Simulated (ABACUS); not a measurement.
**Zr: density, localisation and related maps**

The calculation's input:

```
INPUT_PARAMETERS
suffix              Zr
calculation         scf
basis_type          lcao
pseudo_dir          ./
orbital_dir         ./
symmetry            1
dft_functional      pbe
ecutwfc             100
pseudo_rcut         10
nspin               1
nbands              16
ks_solver           genelpa
smearing_method     fd
smearing_sigma      0.00367493
scf_thr             1e-07
scf_nmax            100
mixing_type         broyden
mixing_beta         0.7
cal_force           1
cal_stress          1
out_mul             1
out_chg             1
out_pot             2
out_elf             1
```

Launched as:

```sh
OMP_NUM_THREADS=1 mpirun -np 4 abacus > log
```

Below, planes, directions and counts refer to the conventional cell (a = 5.60 Å, b = 3.23 Å, c = 5.15 Å, α = 90.00°, β = 90.00°, γ = 90.00°).

Space group C2/m; changed on purpose from its base cell (atoms moved at random by about 0.05 A).

The calculation used ABACUS, Kohn-Sham DFT of a periodic cell, PBE, PseudoDojo NC SR 0.4.1 PBE standard.

The density is the valence pseudo-density of a pseudopotential calculation; it isn't the true density close to the nuclei.

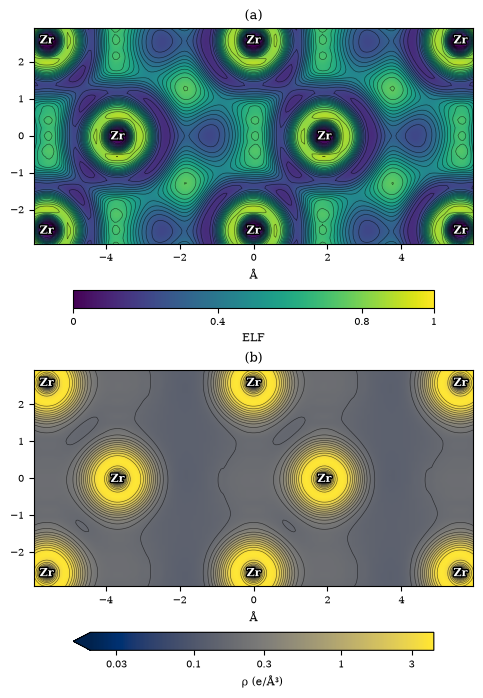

Figure 1. (a) ELF; (b) valence pseudo-density on the (010) plane of the conventional cell.

**Read the bonding off the picture.**

- Atoms in the plane: Zr.
- Zr–Zr (3.19 Å): ρ at the midpoint is about 0.17 e/Å³; the ELF is about 0.20 at the midpoint (no localised pair shows between them).
- Zr–Zr (3.23 Å): the density is about 0.16 e/Å³ at the midpoint; the ELF is about 0.20 at the midpoint (no localised pair shows between them).
- Between the atoms the lowest density in this plane is 0.13 e/Å³.
- The ELF has a maximum of about 0.75 in the space between the atoms, 2.2 Å from six Zr atoms, on no atom or two-centre bond.
- The features right at Zr lie inside the core regions, where the map follows smoothed inner orbitals and isn't to be read closely.

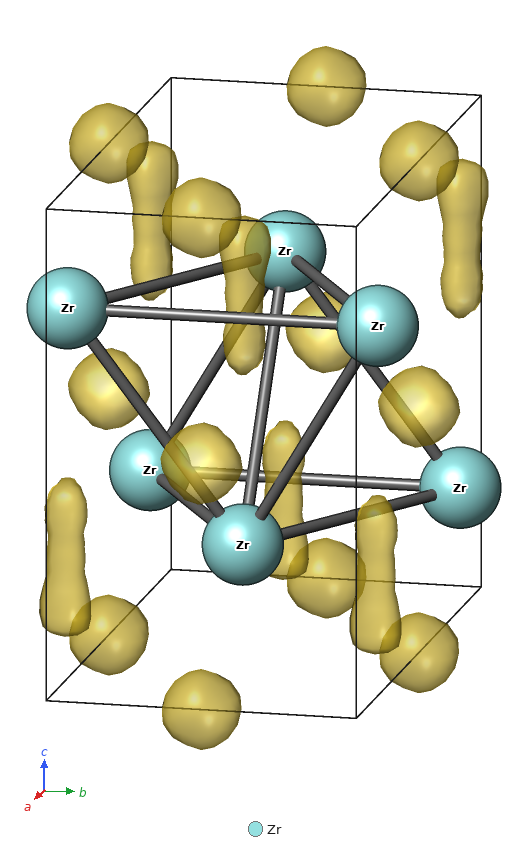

Figure 2. Isosurface of the electron localisation function at 0.65 (yellow), seen slightly off an axis. Core shells and regions of very low density are left out. Sticks mark near contacts.

**What do the ELF domains correspond to?**

The surface consists of eight pockets between the atoms, centred on no nucleus (multi-centre or interstitial), counted in one cell of 4 atoms. Regions shared between cells count once. There are no localised bonds or lone pairs at this value.


Zr–Zr (3.14 Å): the ELF is about 0.20 at the midpoint (no localised pair shows between them).
